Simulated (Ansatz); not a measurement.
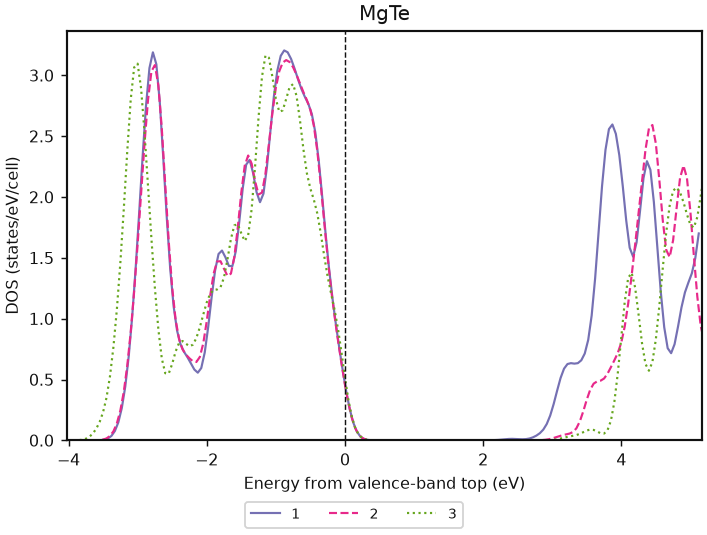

Total densities of states of MgTe, space group F-43m, 2 atoms in the cell, zincblende type, by three methods on the same cell. The curves are built from the levels of the k mesh with Gaussians 0.3 eV wide, which also blur the band edges. Each is counted from its own valence-band top.

Question: Which curve is which? The methods: HSE06, r2SCAN, PBE.

Answer: 1 is PBE; 2 is r2SCAN; 3 is HSE06. PBE gives a gap of 2.42 eV, r2SCAN gives a gap of 3.10 eV and HSE06 gives a gap of 3.27 eV.

Settings. PBE: DFT, PBE, plane waves, PAW, no spin polarisation, 8×8×8 k mesh, 420 eV cutoff, Fermi-Dirac smearing of 0.02 eV (Ansatz). r2SCAN: DFT, r2SCAN, plane waves, PAW, no spin polarisation, 8×8×8 k mesh, 500 eV cutoff (Ansatz 0.2.0). HSE06: DFT, HSE06, plane waves, PAW, no spin polarisation, 6×6×6 k mesh, 420 eV cutoff (Ansatz 0.2.0).

Spin-orbit coupling is left out, which matters for Te.
